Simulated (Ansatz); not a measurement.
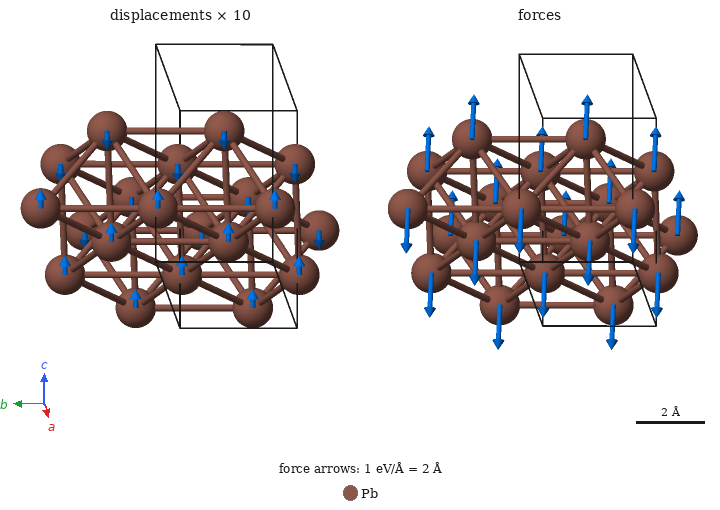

Left: a symmetric starting cell of Pb, with blue arrows for the displacements applied to it (without the part that the change of the cell carries along). Right: the displaced structure with the computed forces. Besides, the cell is strained by −3.1 % along b, −3.2 % along a, −4.6 % along [1 0 3] (volume −10.5 %). A ball-and-stick model of the conventional cell (2 times the calculation's cell), repeated 2 × 2 × 1 with one cell outlined, seen from a free direction. Lengths and directions refer to the drawn axes.

Method: Ansatz, DFT r2SCAN, scalar-relativistic, plane waves, PAW. Set-up: plane-wave cutoff 500 eV; k-point mesh 14 × 14 × 8; occupations gaussian; smearing width 0.1 eV; no spin polarisation.

Where do the forces point?

Atoms are displaced by 0.06 Å relative to the cell. No relaxation follows. The starting cell wasn't computed here and needn't be at equilibrium, so pressure and forces aren't due to the change alone. The pressure is 6.8 GPa (not all of it need come from the change, since the unchanged cell can be under pressure at this level too). The principal stresses (compression positive) are 8.6 GPa along [1 0 3], 6.0 GPa along a, 5.8 GPa along b. The largest forces, 0.7 eV/Å, act on 2 Pb atoms of the calculation's cell. The forces mostly point back along the displacements (cosine −0.91). Near-neighbour distances before and after: Pb–Pb 3.449 → 3.193 Å, Pb–Pb 3.408 → 3.201 Å, Pb–Pb 3.505 → 3.393 to 3.396 Å, Pb–Pb 3.337 → 3.287 Å. The space group stays C2/m (No. 12).
